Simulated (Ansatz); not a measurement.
Consider this structure.

Space group I4/mmm (No. 139). a = 5.412 Å, b = 5.412 Å, c = 5.154 Å, α = 90.00°, β = 90.00°, γ = 90.00°
```tsv
atom	site	symmetry	x	y	z
Si	2a	4/mmm	0.0000	0.0000	0.0000
W	2b	4/mmm	0.0000	0.0000	0.5000
W	4c	mmm.	0.0000	0.5000	0.0000
```

Q: What would you see if this were drawn?

A: The structure is one of SiW3. It is body-centred tetragonal, space group I4/mmm (No. 139). One cell contains 2 Si, 6 W, 8 atoms in all. Each Si atom is coordinated by six W in an octahedral arrangement at 2.58 to 2.71 Å. W is coordinated by four W and two Si in an octahedral arrangement (2.58 to 2.71 Å to W, 2.58 to 2.71 Å to Si). The bonds build a three-dimensional framework.

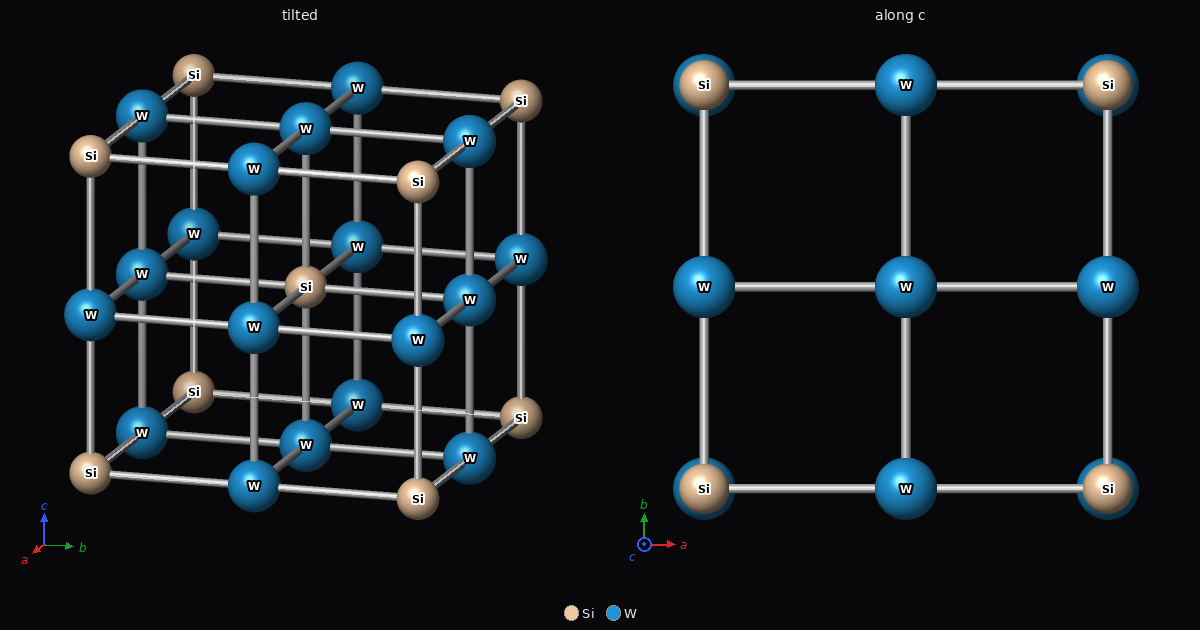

An orthographic ball-and-stick view of the structure, slightly off an axis and along the c axis. Atoms at the boundary of the conventional unit cell (the box) are drawn once for each face, edge or corner they touch. Colours: silicon light orange, tungsten blue.

The initial geometry was a structure listed in the Materials Project. The cell was then strained or its atoms displaced on purpose. It was the input of a calculation with Ansatz.

At this level of theory the run's own cell isn't at rest (stretched, at -15 GPa), so its distances can differ from those at equilibrium, the more so the softer the solid.
